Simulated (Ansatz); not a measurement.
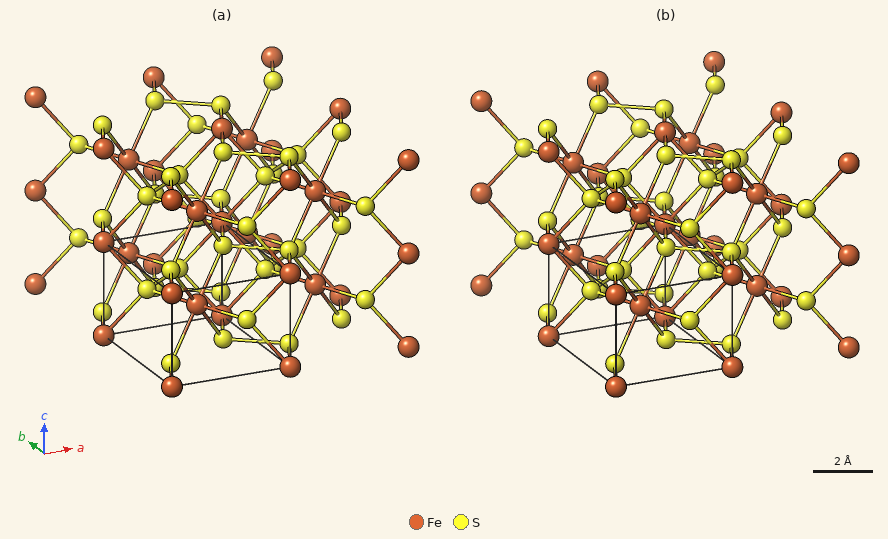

The structure of crystalline FeS2 (built on the database structure type) before (left) and after (right) a relaxation, at one scale.

Style: ball-and-stick. Shown: the cell of the calculation, repeated 2 × 2 × 2 with one cell outlined, from a free direction.

The calculation used DFT, PBEsol, plane waves, PAW (Ansatz).

Input
```yaml
crystal:
  lattice:
    - [4.4389627483, 0.0, 0.0]
    - [0.0, 5.4095540197, 0.0]
    - [0.0, 0.0, 3.3895163727]
  atoms:
    - { symbol: Fe, position: [0.5, 0.5, 0.5] }
    - { symbol: Fe, position: [0.0, 0.0, 0.0] }
    - { symbol: S, position: [0.2937551954, 0.8751795098, 0.5] }
    - { symbol: S, position: [0.7062448046, 0.1248204902, 0.5] }
    - { symbol: S, position: [0.2062448046, 0.3751795098, 0.0] }
    - { symbol: S, position: [0.7937551954, 0.6248204902, 0.0] }
kpoints:
  mp_grid: { grid: [6, 4, 8] }
hamiltonian:
  xc: pbesol
scf:
  occupations: { method: fermi_dirac, width: 0.02 }
relax:
  f_tol: 0.005
  cell: {}
output:
  write_density: true
  write_potential: true
  elf: true
  volumetric_format: npy
```

Launched with:
```bash
ansatz run input.yaml --threads 4 --pin off --max-ram 7372MiB --backend cpu --events-out ev --progress --plain --runs-dir out
```

> Describe what moved and what it gained.

The largest moves relative to the cell, 0.006 Å, are those of S3, S4, S5 and S6. S4 goes along [1 1 0]. Fe stays in place. Cell: a 4.439 → 4.368 Å (−1.6 %), b 5.410 → 5.333 Å (−1.4 %), c 3.390 → 3.344 Å (−1.3 %). Volume −4.3 %. Some distances before and after: Fe1–S3 2.226 → 2.192 Å, Fe1–S5 2.242 → 2.209 Å, S3–S4 2.275 → 2.251 Å. The space group stays Pnnm (No. 58). Over 5 accepted moves (6 points after the start) the energy falls by 80.8 meV per cell of the calculation. Largest force component: 0.12 eV/Å at the start, 0.0013 eV/Å at the end. Pressure: −6.99 GPa at the start and −0.01 GPa at the end. The SCF was repeated once at an unchanged geometry on a basis and grid sized afresh for the cell, which shifted the energy by 0.8 meV per cell of the calculation at most.
